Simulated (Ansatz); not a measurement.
A series of calculations on ZrO₂

**1. Vibrations**

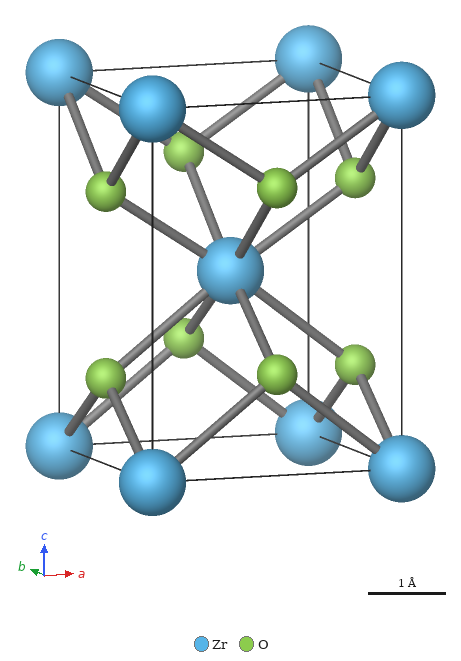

Normal modes of crystalline ZrO₂ relaxed at 35 GPa, space group P4₂/nmc (No. 137), at the zone centre. Style: ball-and-stick. Shown: the cell of the calculation, slightly off an axis.

Theory: DFT PBE, scalar-relativistic, plane waves, PAW in Ansatz.

Input
```yaml
crystal:
  lattice:
    - [3.4803580945, 0.0, 0.0]
    - [0.0, 3.4803580945, 0.0]
    - [0.0, 0.0, 4.9373352066]
  atoms:
    - { symbol: Zr, position: [0.0, 0.0, 0.0] }
    - { symbol: Zr, position: [0.5, 0.5, 0.5] }
    - { symbol: O, position: [0.0, 0.5, 0.2299615439] }
    - { symbol: O, position: [0.0, 0.5, 0.7299615439] }
    - { symbol: O, position: [0.5, 0.0, 0.2700384561] }
    - { symbol: O, position: [0.5, 0.0, 0.7700384561] }
basis:
  ecutwfc: 420
kpoints:
  mp_grid: { grid: [8, 8, 6] }
hamiltonian:
  xc: pbe
scf:
  occupations: { method: fixed }
output:
  eigenvalues: true
phonons:
  method: dfpt
  dielectric: true
  rigid_motions: translations
  eigenvectors: true
```

Launched with:
```bash
ansatz run input.yaml --threads 1 --pin off --max-ram 3072MiB --backend cpu --events-out ev --progress --plain --runs-dir out
```

Frequencies are those without the non-analytic (LO–TO) term.

List the optical modes.

Answer. The calculation's cell holds 6 atoms, so there are 15 optical modes, in 10 levels. The optical modes span A₁g + 3E_g + 2E_u + A₂u + 2B₁g + B₂u. No level is unstable.

| level | symmetry | frequency (cm⁻¹) | activity |
| --- | --- | --- | --- |
| 1 | A₁g | 159 | Raman-active |
| 2 | E_g | 171 | Raman-active |
| 3 | E_u | 285 | infrared-active |
| 4 | A₂u | 363 | infrared-active |
| 5 | B₁g | 385 | Raman-active |
| 6 | E_u | 444 | infrared-active |
| 7 | E_g | 584 | Raman-active |
| 8 | B₁g | 655 | Raman-active |
| 9 | E_g | 690 | Raman-active |
| 10 | B₂u | 754 | silent |

The displacement patterns (one member of each degenerate set), 6 of the levels:

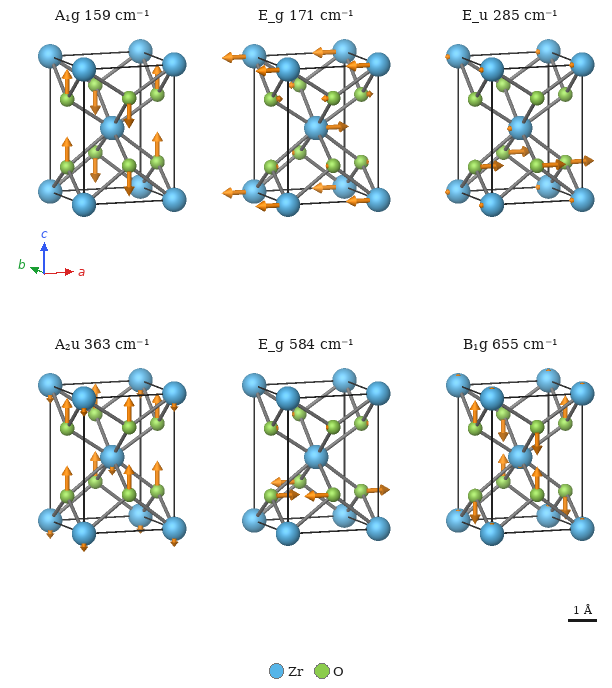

**2. Softest mode**

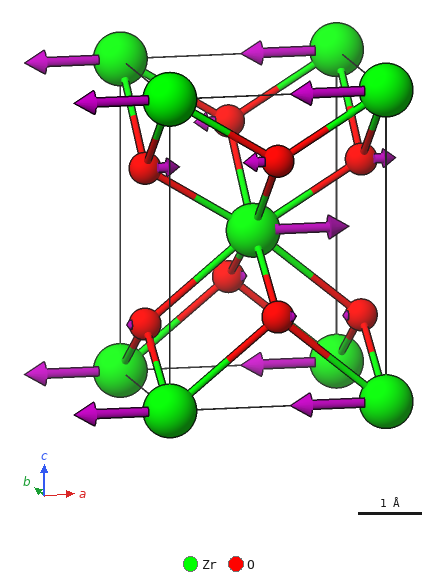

The lowest optical mode of a crystal of ZrO₂ relaxed at 18 GPa, space group P4₂/nmc (No. 137), at the zone centre. The purple arrows give the relative displacements of the atoms. The picture is a ball-and-stick view of the cell of the calculation, seen slightly off an axis.

Level of theory: DFT PBE, scalar-relativistic, plane waves, PAW in Ansatz 0.2.0. (plane-wave cutoff 420 eV; k-point mesh 6 × 6 × 6; occupations fixed; target pressure 18 GPa; no spin polarisation)

Frequencies are those without the non-analytic (LO–TO) term.

Is the structure stable against all modes at this point?

Yes: this softest mode has a real frequency, and so have all others here. That speaks for this wave vector alone: the rest of the zone wasn't checked in this run. This is the E_g mode (doubly degenerate; one member of the set is drawn) at 153 cm⁻¹, the lowest optical level, Raman-active by symmetry. All motion is along a; atoms of one kind move against one another, with no net shift of any sublattice; the kinetic energy is shared as Zr 98 %, O 2 %.

**3. Softest mode**

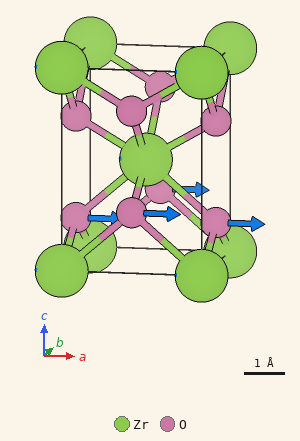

The lowest optical mode of a crystal of ZrO2 relaxed at 7 GPa, space group P4₂/nmc (No. 137), at the zone centre. The blue arrows give the relative displacements of the atoms. The picture is a ball-and-stick view of the cell of the calculation, seen slightly off an axis.

These are results of DFT PBE, scalar-relativistic, plane waves, PAW in Ansatz 0.2.0, not measurements. Set-up: plane-wave cutoff 420 eV; k-point mesh 6 × 6 × 6; occupations fixed; target pressure 7 GPa; no spin polarisation.

Frequencies are those without the non-analytic (LO–TO) term.

Is the structure stable against all modes at this point?

Answer. Yes: this softest mode has a real frequency, and so have all others here. That speaks for this wave vector alone: the rest of the zone wasn't checked in this run. This is the E_u mode (doubly degenerate; one member of the set is drawn) at 120 cm⁻¹, the lowest optical level, infrared-active by symmetry. All motion is along a; the kinetic energy is shared as O 86 %, Zr 14 %. Its infrared intensity is 44 (D/Å)²/amu for the set.
